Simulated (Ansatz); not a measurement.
## A series of single points on Cs

System: Cs (I4/mmm, 1 atom in the cell).
Method: DFT PBEsol, scalar-relativistic, plane waves, PAW, no spin polarisation (Ansatz 0.2.0).

The 5 runs differ only in the geometry, by a strain of the cell at fixed fractional positions. Against run 3, the strain is εxx = η and εyy = η. The structure derives from an entry of the Crystallography Open Database.

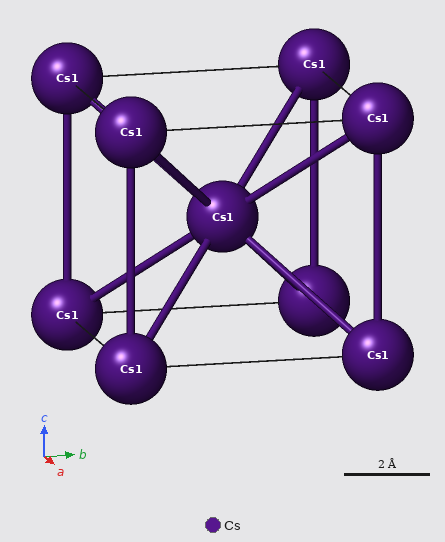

Figure 1. The structure of run 3 (ball-and-stick view of the cell 2 times as large as that of the calculation, set on its symmetry axes, seen slightly off an axis; atoms are numbered from 1 in the order of the input). An atom can appear more than once, as a periodic image.

**Input of run 3**
```yaml
crystal:
  lattice:
    - [-3.0225, 3.0225, 2.871375]
    - [3.0225, -3.0225, 2.871375]
    - [3.0225, 3.0225, -2.871375]
  atoms:
    - { symbol: Cs, position: [0.0, 0.0, 0.0] }
basis:
  ecutwfc: 420
kpoints:
  mp_grid: { grid: [12, 12, 12] }
hamiltonian:
  xc: pbesol
scf:
  occupations: { method: gaussian, width: 0.15 }
output:
  forces: true
  stress: true
  eigenvalues: true
```

Command:
```bash
ansatz run input.yaml --threads 1 --pin off --max-ram 2560MiB --backend cpu --events-out ev --progress --plain --runs-dir out
```

Run 2 differs from it as follows:
```diff
-    - [-3.0225, 3.0225, 2.871375]
-    - [3.0225, -3.0225, 2.871375]
-    - [3.0225, 3.0225, -2.871375]
+    - [-2.9469375, 2.9469375, 2.871375]
+    - [2.9469375, -2.9469375, 2.871375]
+    - [2.9469375, 2.9469375, -2.871375]
```

**Results, with one run withheld**

```tsv
run	strain parameter η (%)	free energy per atom, from the lowest run given (meV)	pressure (GPa)
1	−5.0000	13.06	0.35
2	−2.5000	?	?
3	0.0000	0.36	0.08
4	2.5000	0.00	−0.03
5	5.0000	2.99	−0.11
```

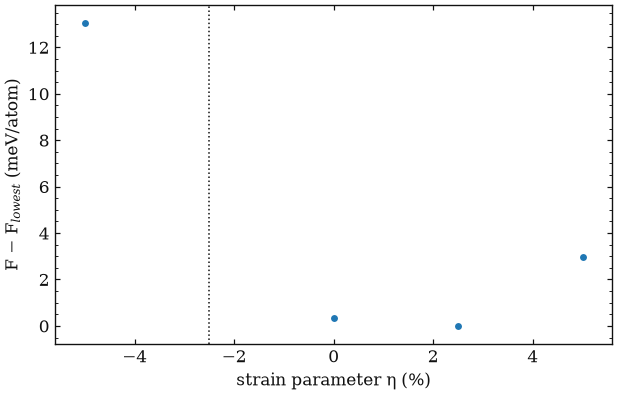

Figure 2. Free energy per atom of the runs given; the dotted line marks run 2.

Estimate the energy of run 2 from the others.

A quadratic polynomial in the coordinate, fitted to the 4 runs given, misses them by at most 0.14 meV per atom. With x = η − 0.6250, it reads F = −0.041321 − 0.62112 x + 0.30309 x² (meV per atom). At run 2 it gives 4.86 meV per atom, and the run itself gives 4.55. The fit has its minimum at η = 1.6496 %.

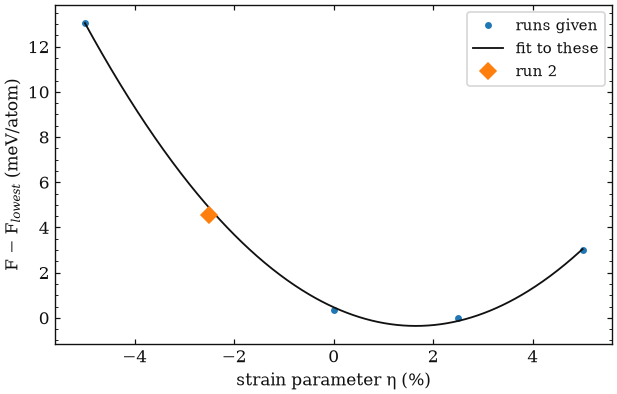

Figure 3. The fit and the withheld run.

**Output, shortened to warnings, some set-up lines, iterations and results (run 2)**
```
Basis set: ecut = 420 eV, 1961 PW (Γ), exchange–correlation on 72×72×72 points (8 copies of the dense FFT grid, shifted against one another)
Symmetry: 16 space group operations
k-points: 163 of 1728
Initial density: superposition of atomic densities (neutral atoms: chi_scale 0, normalization atom), corrected by the library's trained network
[...]
SCF iter   1: F=—  HF=-5585.795328 eV  |F-HF|=—  |Δ(HF+E_count)|=         —  Δρ=6.13e-4  dr2=3.05e-4  ethr=1.77e-3  ⟨swp⟩=5.9  Hψ=11839  notcnv=0
SCF iter   2: F=—  HF=-5585.795665 eV  |F-HF|=—  |Δ(HF+E_count)|=   3.37e-4  Δρ=3.44e-4  dr2=9.69e-5  ethr=3.38e-6  ⟨swp⟩=2.2  Hψ=3561  notcnv=0
SCF iter   3: F=—  HF=-5585.795707 eV  |F-HF|=—  |Δ(HF+E_count)|=   4.22e-5  Δρ=5.07e-5  dr2=3.80e-6  ethr=1.08e-6  ⟨swp⟩=2.2  Hψ=2151  notcnv=0
SCF iter   4: F=—  HF=-5585.795708 eV  |F-HF|=—  |Δ(HF+E_count)|=   7.91e-7  Δρ=2.07e-5  dr2=1.15e-6  ethr=4.22e-8  ⟨swp⟩=1.0  Hψ=1474  notcnv=0
SCF iter   5: F=-5585.795708 eV  HF=-5585.795708 eV  |F-HF|=2.86e-8  |Δ(HF+E_count)|=   2.35e-7  Δρ=7.45e-6  dr2=8.55e-8  ethr=1.28e-8  ⟨swp⟩=2.3  Hψ=2186  notcnv=0
SCF iter   6: F=-5585.795708 eV  HF=-5585.795708 eV  |F-HF|=1.38e-9  |Δ(HF+E_count)|=   3.64e-8  Δρ=9.91e-7  dr2=1.96e-9  ethr=9.50e-10  ⟨swp⟩=3.2  Hψ=5548  notcnv=0
SCF 1 converged in 6 iterations: F = -5585.795708 eV  dr2 = 1.96e-9
SCF converged after 6 iterations
Free energy (F): -5585.795708 eV
Harris-Foulkes:  -5585.795708 eV  (|F-HF|=1.38e-9)
Internal energy: -5585.779093 eV  (E = F + TS)
E sigma→0 (E₀):  -5585.787400 eV
Entropy (-TS):   -0.016615 eV (-16.615 meV/atom)
Fermi energy:    2.785922 eV
--- Per-component energies (eV) ---
  E_band       = -86.354678
  E_kinetic    = 141.164557
  E_local      = -367.812444  (includes V_loc(G=0)·N_el)
  E_nonlocal   = 31.338083
  E_hartree    = 127.647014
  E_xc         = -171.443183
  E_vxc        = -124.469359  (∫ρ·V_xc dr)
  E_paw        = -4983.597024  (= ΣΔE_a)
  E_vpaw       = -21.869678  (= ΣTr[D̂ρ^β])
  E_aug_tail   = -0.000001  (compensation charges beyond the density's cutoff)
  E_ewald      = -363.220255
  E_core_change = 0.144160  (= ΣΔE_core)
  E_smearing   = -0.016615  (= −TS)
  E_closure    = -0.000000  (closes the sum)
  Σ components = -5585.795708   (vs F -5585.795708, Δ=0.00e0)
--- Forces (eV/Å), atoms counted from 1 ---
  atom   1  Cs     0.00000000    -0.00000000    -0.00000000
  max |Σ_I F_I| component: 4.93e-32 eV/Å
--- Stress (GPa, compression-positive) ---
        0.195960       0.000000       0.000000
        0.000000       0.195960      -0.000000
        0.000000      -0.000000       0.208576
  P = ⅓ Tr σ = 0.2002 GPa (2.002 kbar)
```
